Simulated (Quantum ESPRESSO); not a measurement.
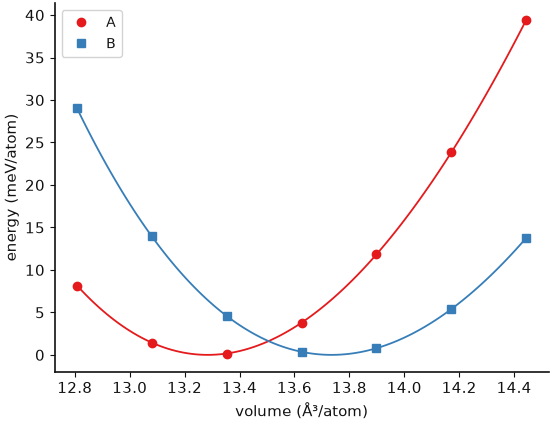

The figure compares two calculations of the energy against volume, each curve from its own zero. The first is for BAs, space group F-43m (No. 216).

The cell holds 2 atoms.

Computed with Quantum ESPRESSO 7.5: plane-wave DFT, no spin polarisation; energies at scaled volumes of the given cell, shape and fractions fixed, counted from the fit's minimum, third-order Birch-Murnaghan fit. Level: AM05 with D4.

```
       setting                             value
        k mesh                          10×10×10
   occupations                       Fermi–Dirac
smearing width                           0.05 eV
    potentials  PseudoDojo 0.4.1 SR PBE standard
   wave cutoff                           1143 eV
density cutoff                           4572 eV
```

In the second, the level changes from AM05 with D4 to PW86PBE with D4.

Question: Which of A and B is the second calculation, and what did the change do?

Answer: B. The equilibrium volume rises from 13.28 to 13.73 Å³/atom (+3.4 %) and the bulk modulus falls from 144 to 132 GPa (−8.3 %).

For both, limits of the calculation: potentials made for another functional.

V0 and the bulk modulus come from third-order Birch–Murnaghan fits.
